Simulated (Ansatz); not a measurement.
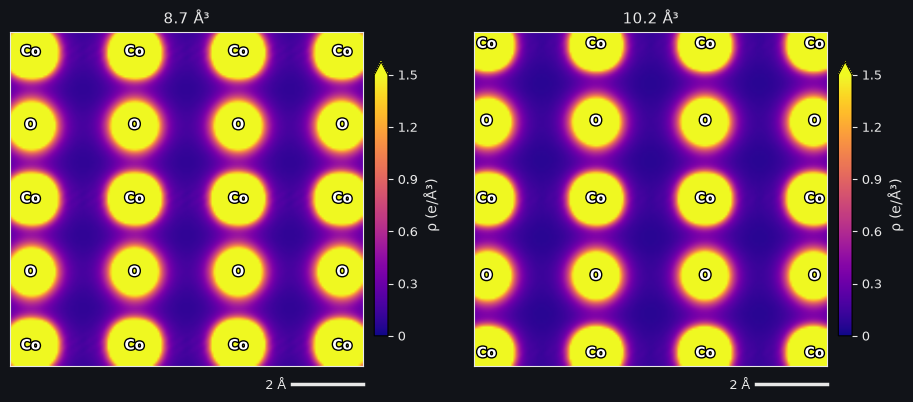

CoO. The valence pseudo-density of cells scaled evenly to different volumes (given per atom above each panel), on the (011̄) plane of each (indices in the axes of the cell below), at one length scale and on one colour scale.

Spin-polarised.

Theory: DFT PBE, scalar-relativistic, plane waves, PAW (Ansatz 0.2.0).

The density is the valence pseudo-density of a PAW calculation; it isn't the true density close to the nuclei.

The largest cell:

```
Co O
1.0
     0.00000    2.16582    2.16582
     2.16582    0.00000    2.16582
     2.16582    2.16582    0.00000
Co O
1 1
Direct
  0.00000 0.00000 0.00000
  0.50000 0.50000 0.50000
```

| volume (Å³/atom) | Co–O contact in the plane (Å) | ρ at its midpoint (e/Å³) | pressure (GPa) | largest moment (μB) | 
| --- | --- | --- | --- | --- |
| 8.72 | 2.058 | 0.487 | 17.4 | 2.18 | 
| 9.58 | 2.124 | ? | ? | ? | 
| 10.16 | 2.166 | 0.384 | −9.2 | 2.55 | 

Question: Estimate the missing row, and compare with the calculation.

Answer: Over the known rows ln ρ falls by 2.20 per Å of Co–O distance (the line through the two), which gives 0.421 e/Å³ at 2.124 Å; the calculation gives 0.421 e/Å³. For the pressure, a straight line in volume between the neighbouring rows gives 1.5 GPa; the calculation gives 0.0, lower because pressure rises ever faster on compression. For the largest moment, a straight line in volume between the neighbouring rows gives 2.40 μB; the calculation gives 2.49.
